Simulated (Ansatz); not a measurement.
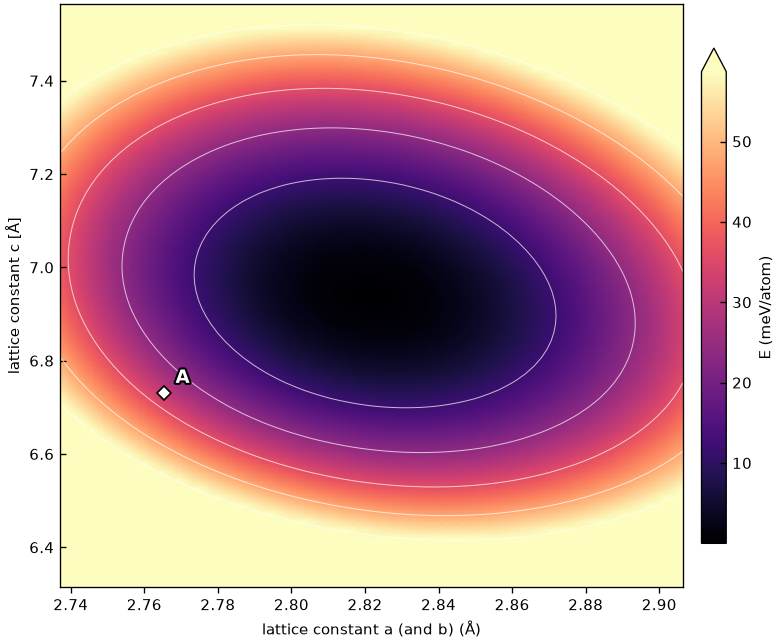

Al2O3 (P-6m2, No. 187; 5 atoms in the cell). The energy is mapped over the lattice constants a and c of the conventional cell. First axis: lattice constant a (and b). Second axis: lattice constant c. Nothing is relaxed (fractional coordinates fixed). Grid: 7 × 7 points. Points are written as (first, second). Energies: meV/atom, counted from the lowest grid point. Method: DFT LDA+D3(BJ), scalar-relativistic, plane waves, PAW (Ansatz 0.2.0). Settings: cutoff 520 eV, k-mesh 9×9×4 in the order of the run's cell vectors, gaussian smearing 0.05 eV, no spin polarisation.

The picture shows a smooth colour map with a few white contour lines, one colour for all values above the top of the scale, the point A. Between grid points the surface is interpolated.

Question: Which way does the force act at A, and how strong is it?

Answer: A, at (2.765 Å, 6.731 Å), is not a stationary point. The computed force is 720 meV/atom for each Å towards larger values of lattice constant a (and b) and 118 meV/atom for each Å towards larger values of lattice constant c.

PAW datasets: the set soft_1.
